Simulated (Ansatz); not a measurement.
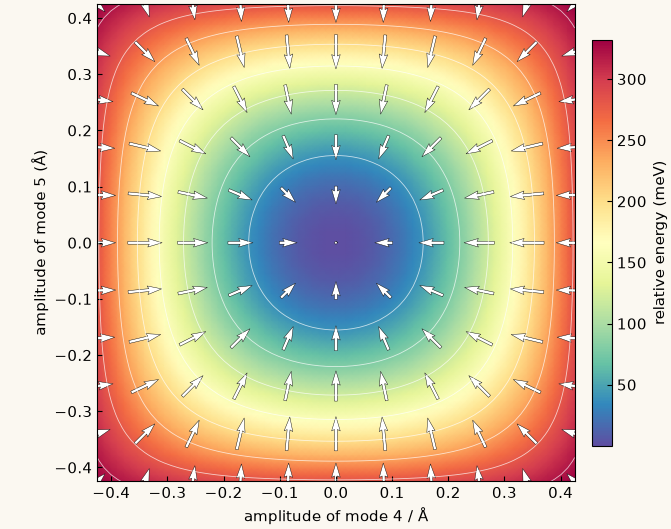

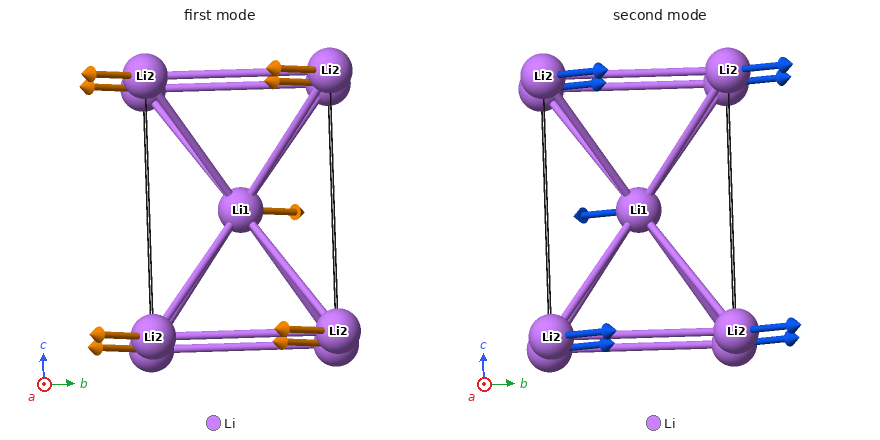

Energy landscape of Li (Fm-3m, No. 225; 2 atoms in the cell). The energy is mapped over two normal modes frozen in (zone-centre modes of the 2-atom cell of this scan, which folds in the wave vector (0, 1/2, 1/2) of the primitive cell). The first coordinate is: amplitude of mode 4 (255 cm⁻¹), largest displacement; the second: amplitude of mode 5 (255 cm⁻¹), largest displacement. Nothing is relaxed (the cell and all other modes fixed). Grid: 11 × 11 points; 21 points were computed and 100 follow by symmetry. Points are written as (first, second). All energies are given in meV per cell relative to the lowest grid point. Computed with DFT PBE+D3(BJ), scalar-relativistic, plane waves, PAW in Ansatz. Settings: cutoff 520 eV, k-mesh 16×16×12 in the order of the run's cell vectors, gaussian smearing 0.15 eV, no spin polarisation.

Drawn: a smooth colour map with a few white contour lines, arrows along the force (downhill), their lengths compressed. Between grid points the surface is interpolated. The second picture is the structure at the lowest point

**Where are the wells?**

The lowest grid point is at (0.000 Å, 0.000 Å). It is the only kind of minimum in the scanned range. The highest grid point, (−0.425 Å, −0.425 Å), lies 332 meV above the lowest.

The values on the grid:

```tsv
second ↓, first →	−0.425	−0.340	−0.255	−0.170	−0.085	0.000	0.085	0.170	0.255	0.340	0.425
0.425	332	310	296	289	285	283	285	289	296	310	332
0.340	310	262	227	203	190	186	190	203	227	262	310
0.255	296	227	173	135	113	106	113	135	173	227	296
0.170	289	203	135	86	57	48	57	86	135	203	289
0.085	285	190	113	57	23	12	23	57	113	190	285
0.000	283	186	106	48	12	0	12	48	106	186	283
−0.085	285	190	113	57	23	12	23	57	113	190	285
−0.170	289	203	135	86	57	48	57	86	135	203	289
−0.255	296	227	173	135	113	106	113	135	173	227	296
−0.340	310	262	227	203	190	186	190	203	227	262	310
−0.425	332	310	296	289	285	283	285	289	296	310	332
```

Time for the 21 points that were run: 4.7 min on 1 thread of Arm Neoverse V1, with other jobs on the host.
